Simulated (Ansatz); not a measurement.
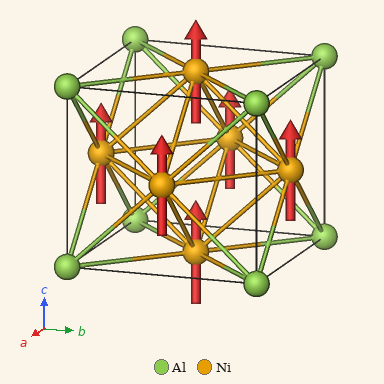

This ball-and-stick model is shown slightly off an axis. The lines enclose the simulation cell; boundary atoms appear with their images. Arrows are the site magnetic moments above 0.25 μB; longer means larger, and red and blue are up and down (without spin-orbit coupling the axis itself is arbitrary).

This is the state reached for AlNi3. Calculation details: DFT PBE, scalar-relativistic, plane waves, PAW in Ansatz 0.2.0; plane waves to 420 eV, Brillouin-zone sampling on a 14×14×14 mesh, Gaussian smearing of 0.15 eV, collinear spins.

Q: What order do the moments form, and how large are they?

A: Ferromagnetic (within this cell). Site moments: 3 Ni +0.3 μB. The net spin moment of the whole cell is 0.7 μB.

The starting point was a structure listed in the Materials Project. The cell was then strained or its atoms displaced on purpose. A calculation with Ansatz used it as input.

At this level of theory the cell isn't at rest (stretched, at -19 GPa), so its distances can differ from those at equilibrium, the more so the softer the solid, and its magnetic state may change on relaxation.
